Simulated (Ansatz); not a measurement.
```
Zn O
1.0
     0.00000   -2.86264    0.00000
    -8.48432    0.00000   -5.30570
     1.55002    0.00000   -2.47864
Zn O
4 4
Direct
  0.00000 0.85900 0.25000
  0.50000 0.35900 0.25000
  0.50000 0.64100 0.75000
  0.00000 0.14100 0.75000
  0.00000 0.63924 0.25000
  0.50000 0.13924 0.25000
  0.50000 0.86076 0.75000
  0.00000 0.36076 0.75000
```

Space group Cmcm; a structure from a database of computed crystals, not necessarily the ambient phase; started from the InSe-12 prototype, which need not be the ambient phase.

Computed with DFT, r2SCAN+rVV10, plane waves, PAW in Ansatz 0.2.0.

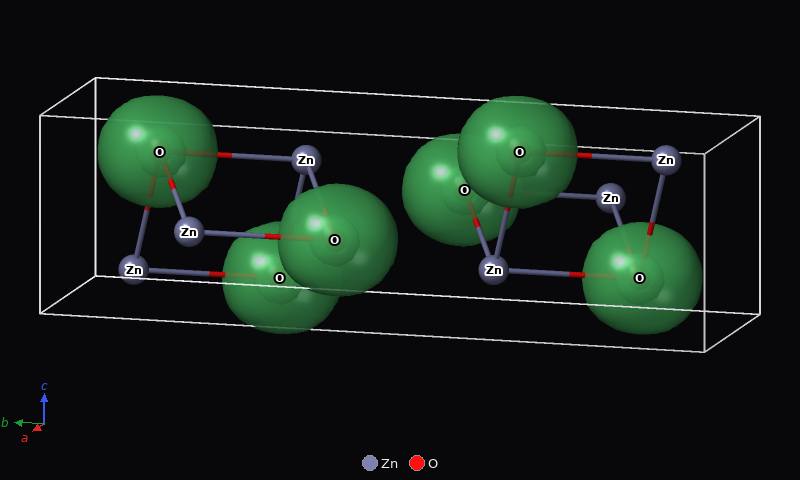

ZnO. Isosurface of the electron localisation function at 0.7 (green), seen at an oblique angle. Core shells and regions of very low density are left out. Sticks mark near contacts.

Core electrons are frozen (PAW), and the valence fields are smoothed inside the atomic spheres.

Identify the bonds, lone pairs and shells in this picture.

The ELF exceeds this value in four regions wrapped around O (the valence shell of each), counted in one cell of 8 atoms. Regions shared between cells count once. Along the contacts the grid gives the following. Zn–O (2.05 Å): the ELF peaks at about 0.80 in the valence shell of O, 0.6 Å from its nucleus, and is about 0.20 at the midpoint: no shared electron pair shows on this line. Zn–O (2.20 Å): the ELF peaks at about 0.85 in the valence shell of O, 0.6 Å from its nucleus, and drops to about 0.10 between the two atoms (no localised pair shows between them).

Does the calculation give a band gap?

It is gapped, with a Kohn–Sham gap of 0.60 eV on the k-point mesh, an upper bound to the gap of this method.
